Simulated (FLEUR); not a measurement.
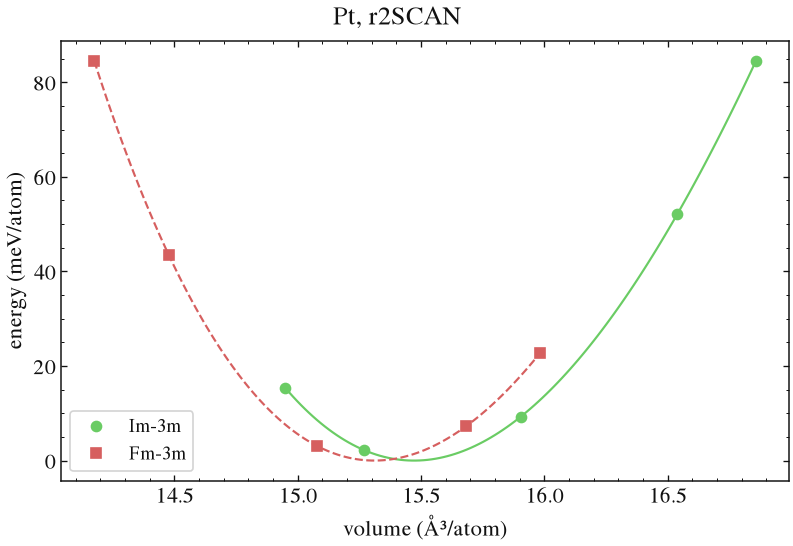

Plotted: energy against volume, with one curve for each structure, for Pt. Each energy curve has its own zero, so the curves don't rank the structures.

Method: all-electron LAPW DFT, no spin polarisation; energies at scaled volumes of the given cell, shape and fractions fixed, counted from the fit's minimum, third-order Birch-Murnaghan fit (FLEUR MaX-R8.1 (later development tree)). Level: r2SCAN.

k mesh 12×12×12; occupations Fermi–Dirac; smearing width 0.05 eV; potentials all electron.

**Order the curves by fitted equilibrium volume, smallest first.**

Fm-3m 15.311, Im-3m 15.472 Å³/atom.

**Order the curves by fitted bulk modulus, smallest first.**

Im-3m 260.3, Fm-3m 271.5 GPa.

Note: spin-orbit coupling left out, heavy elements.

The computed values:

Im-3m:
```tsv
volume (Å³/atom)	energy (meV/atom)
14.95	15.38
15.27	2.20
15.90	9.31
16.54	52.13
16.86	84.51
```

Fm-3m:
```tsv
volume (Å³/atom)	energy (meV/atom)
14.18	84.51
14.48	43.55
15.08	3.05
15.68	7.27
15.98	22.85
```
